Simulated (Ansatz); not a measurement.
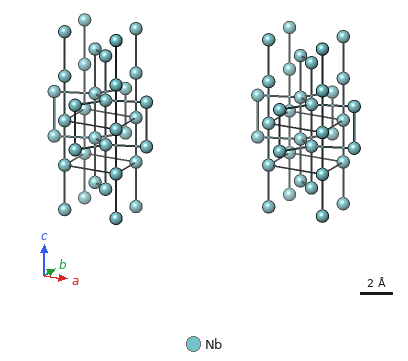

Two geometries of solid Nb (a generated structure, set up in P6/mmm), drawn at one scale. One is the start of a relaxation, the other its converged end. Style: ball-and-stick. Shown: the cell of the calculation, repeated 1 × 1 × 2 with one cell outlined, slightly off an axis.

Level of theory: DFT, PBE, plane waves (420 eV) with PAW, scalar-relativistic in Ansatz 0.2.0. Set-up: plane-wave cutoff 420 eV; k-point mesh 8 × 8 × 11; occupations fermi dirac; smearing width 0.05 eV; collinear spin; cell and atoms relaxed; force threshold 0.01 eV/Å; at most 60 steps.

### Which geometry has the lower energy?

The right one is the relaxed one. Phase: omega (AlB2-type). Over 4 accepted moves (5 points after the start) the energy falls by 111 meV per atom. All forces vanish by symmetry, so only the cell relaxes. The pressure goes from 5.14 to 0.00 GPa. At 1 point the geometry stayed and the basis and grid were re-selected for the new cell (energy shift of 0.1 meV per atom at most each time). No atom moves by more than 0.005 Å relative to the cell. The volume changes by +2.8 %, with a = b 4.666 → 4.880 Å (+4.6 %), c 2.860 → 2.687 Å (−6.1 %). Near-neighbour distances that change, for instance: Nb–Nb 2.860 → 2.687 Å, Nb–Nb 2.694 → 2.817 Å, Nb–Nb 3.050 → 3.121 Å. The space group stays P6/mmm (No. 191). The program noted that the starting moments weren't kept. The run took 42 s on 2 threads of Arm Neoverse V1, with other jobs on the host, peak memory 0.41 GiB.
